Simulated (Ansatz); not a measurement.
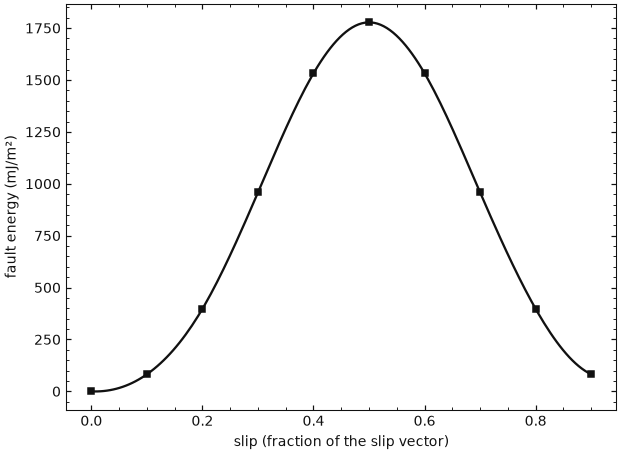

How it was computed, with Ansatz 0.2.0: rigid slide of a crystal across a plane by tilting cell vector c, one fault a cell, unrelaxed, by plane-wave density functional theory with PAW datasets, free energies less that of the undisturbed cell; scalar-relativistic. Level: PBE, no spin polarisation.

- wave cutoff: 420 eV
- k mesh: 7×7×3
- occupations: Gaussian
- smearing width: 0.05 eV
- k shift: (0, 0, 0) (mesh steps)
- start: relaxed
- height of the cut: 0 (fraction of cell vector c)
- slip vector: (0, 1) (multiples of cell vectors a and b)

Structure:
```
CELL_PARAMETERS angstrom
-3.79922 0.00000 0.00000
0.00000 -3.79922 0.00000
0.00000 0.00000 9.69690
ATOMIC_POSITIONS crystal
Ti 0.00000 0.00000 0.62500
Ti 0.50000 0.50000 0.12500
Ti 0.50000 0.00000 0.37500
Ti 0.00000 0.50000 0.87500
O 0.00000 0.00000 0.83151
O 0.50000 0.50000 0.33151
O 0.50000 0.00000 0.58151
O 0.00000 0.50000 0.08151
O 0.50000 0.00000 0.16849
O 0.00000 0.50000 0.66849
O 0.00000 0.00000 0.41849
O 0.50000 0.50000 0.91849
```

**Figure.** Fault energy against slip for TiO₂, space group I4_1/amd (No. 141).

The points at slip 0.6, 0.7, 0.8 and 0.9 follow from computed ones by symmetry.

The highest fault energy among the points, the barrier to rigid slip along this vector, is 1780 mJ/m² at slip 0.5; no local minimum, hence no metastable fault, shows among the points. The spacing at cut is 1.58 Å.

Note: odd k mesh can miss points on the zone edge.
